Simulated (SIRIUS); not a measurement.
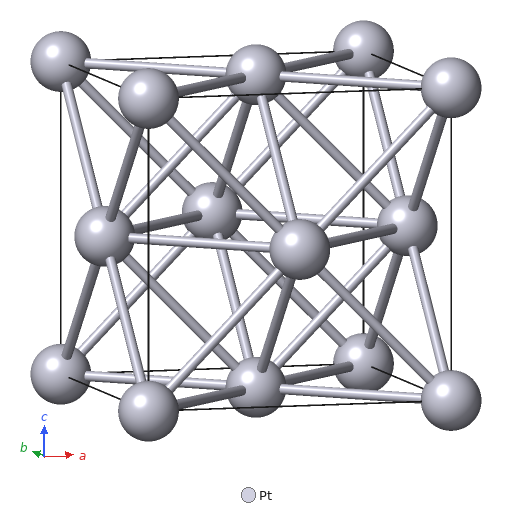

System: Pt, space group Fm-3m (No. 225). The picture shows the conventional cell.

Input of the run:
```
{
  "control": {
    "processing_unit": "cpu",
    "verbosity": 1,
    "num_bands_to_print": 16,
    "print_forces": false,
    "print_stress": true
  },
  "parameters": {
    "electronic_structure_method": "pseudopotential",
    "xc_functionals": ["XC_LDA_X", "XC_LDA_C_PW"],
    "gk_cutoff": 9.2,
    "pw_cutoff": 18.4,
    "ngridk": [8, 8, 8],
    "shiftk": [0, 0, 0],
    "smearing": "fermi_dirac",
    "smearing_width": 0.0018374661,
    "num_bands": 16,
    "num_mag_dims": 0,
    "num_dft_iter": 100,
    "energy_tol": 1e-08,
    "density_tol": 1e-06
  },
  "iterative_solver": {
    "type": "davidson",
    "min_tolerance": 1e-10
  },
  "mixer": {
    "type": "anderson",
    "beta": 0.7,
    "max_history": 8
  },
  "settings": {
    "tol_ne": 1e-10,
    "pseudo_grid_cutoff": 6.5
  },
  "unit_cell": {
    "lattice_vectors": [
      [0.0, 0.707106781187, 0.707106781187],
      [0.707106781187, 0.0, 0.707106781187],
      [0.707106781187, 0.707106781187, 0.0]
    ],
    "lattice_vectors_scale": 5.2404588053,
    "atom_coordinate_units": "lattice",
    "atom_types": ["Pt"],
    "atom_files": {
      "Pt": "Pt.json"
    },
    "atoms": {
      "Pt": [
        [0.0, 0.0, 0.0]
      ]
    }
  }
}
```

Launched with:
```bash
upf_to_json Pt.upf
OMP_NUM_THREADS=1 sirius.scf --input=sirius.json --output=out.json --task=3 --volume_scale0=0.94 --volume_scale1=1.06 --num_eos_points=7
```

Calculation (SIRIUS 7.12.0): plane-wave DFT, no spin polarisation; energies at scaled volumes of the given cell, shape and fractions fixed, counted from the fit's minimum, third-order Birch-Murnaghan fit. Level: LDA.

```tsv
setting	value
k mesh	8×8×8
occupations	Fermi–Dirac
smearing width	0.05 eV
potentials	dojo sr pbe 0.4.1 standard
wave cutoff	1152 eV
density cutoff	4606 eV
```

Predict the energy against volume. The volume takes the values 14.18, 14.48, 14.78, 15.08, 15.38, 15.68, 15.98 Å³/atom.

A third-order Birch–Murnaghan fit gives V0 = 14.75 Å³/atom, B0 = 310 GPa and B′ = 5.4. The energy is 23.88 meV/atom at volume 14.18 Å³/atom and 83.77 meV/atom at 15.98 Å³/atom; the lowest computed point is at volume 14.78 Å³/atom (0.04 meV/atom).

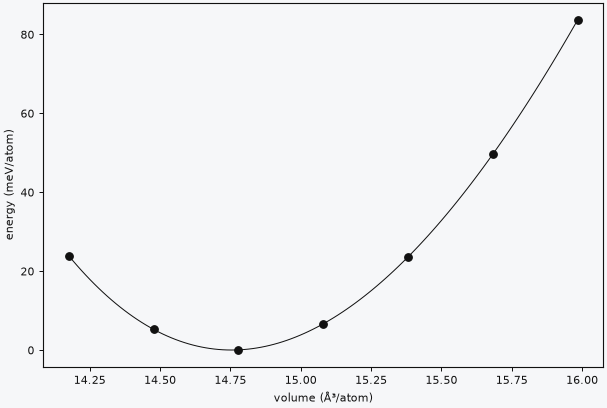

Caveats: coarse k mesh; spin-orbit coupling left out, heavy elements.
